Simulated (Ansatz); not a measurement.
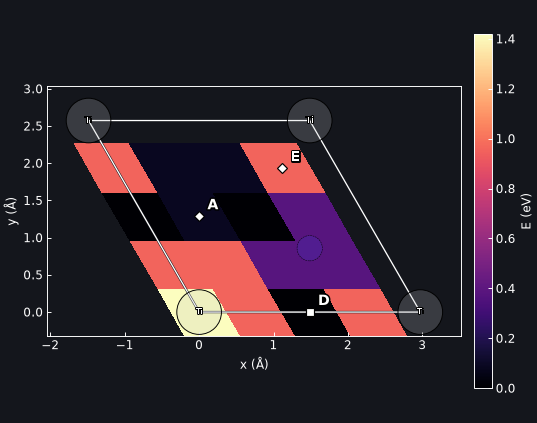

C on a TiN(111) slab cut from the Fm-3m phase (8 atoms of substrate and one adsorbate in a 1 × 1 cell). One C atom a 1 × 1 cell is placed over a mesh of places on the rigid (1 1 1) surface, and only its height is relaxed. Places are given modulo a cell vector. The map is drawn in real space over the plane of the surface. Grid: 4 × 4 points. All energies are given in eV relative to the lowest grid point. This mesh misses the points at thirds of the hexagonal cell. With one adsorbate in each 1 × 1 cell, its nearest image is 3.0 Å away, so neighbouring adsorbates interact. All numbers below come from DFT PBEsol, scalar-relativistic, plane waves, PAW in Ansatz 0.2.0.

The picture shows one coloured cell a grid point, labelled circles for the atoms of the top layer and small ones for the second layer, the outline of one cell of the plane, lettered points.

**Rank the lettered points by energy, lowest first.**

D (0.00 eV), A (0.09 eV), E (0.96 eV).
